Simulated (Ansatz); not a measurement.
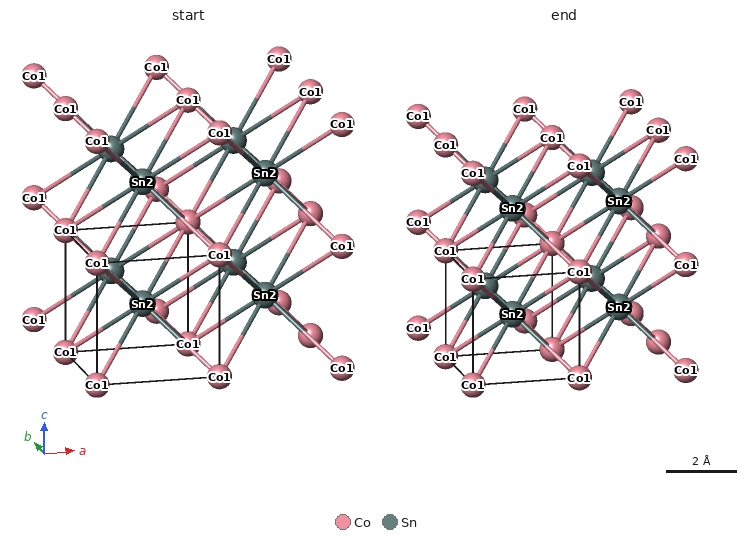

The structure of solid CoSn (a generated structure, set up in Pm-3m) (coarse preliminary run) before (left) and after (right) a relaxation, at one scale.

Style: ball-and-stick. Shown: the cell of the calculation, repeated 2 × 2 × 2 with one cell outlined, slightly off an axis.

These are results of DFT PBE, scalar-relativistic, plane waves, PAW in Ansatz, not measurements.

The input:
```yaml
crystal:
  lattice:
    - [3.62551619, 0.0, 0.0]
    - [0.0, 3.62551619, 0.0]
    - [0.0, 0.0, 3.62551619]
  atoms:
    - { symbol: Co, position: [0.0, 0.0, 0.0], spin: 3.0 }
    - { symbol: Sn, position: [0.5, 0.5, 0.5] }
basis:
  ecutwfc: 420
kpoints:
  mp_grid: { grid: [6, 6, 6] }
hamiltonian:
  xc: pbe
scf:
  occupations: { method: gaussian, width: 0.1 }
  lower_state_search: "off"
output:
  forces: true
  stress: true
  eigenvalues: true
  populations: true
magnetization:
  spin_polarized: true
relax:
  adjacent_minimum: "off"
  f_tol: 0.04
  max_steps: 70
  cell: { stress_tol: 0.4 }
```

Run as
```bash
ansatz run input.yaml --threads 1 --pin off --max-ram 2560MiB --backend cpu --events-out ev --progress --plain --runs-dir out
```

**What changed between the two?**

Over 5 accepted moves (6 points after the start) the energy falls by 625 meV per atom. All forces vanish by symmetry, so only the cell relaxes. The pressure goes from −15.96 to 0.13 GPa. The SCF was repeated once at an unchanged geometry on a basis and grid sized afresh for the cell, which shifted the energy by 2.5 meV per atom at most. The atoms keep their places relative to the cell (all moves are under 0.005 Å). The volume changes by −34.4 %, with a = b = c 3.626 → 3.150 Å (−13.1 %). Some distances before and after: Co1–Sn2 3.140 → 2.728 Å. The space group stays Pm-3m (No. 221). Cost: 56 s on 1 thread of Intel(R) Xeon(R) Processor @ 2.50GHz (Skylake/Cascade Lake), on a shared host, peak memory 0.37 GiB.
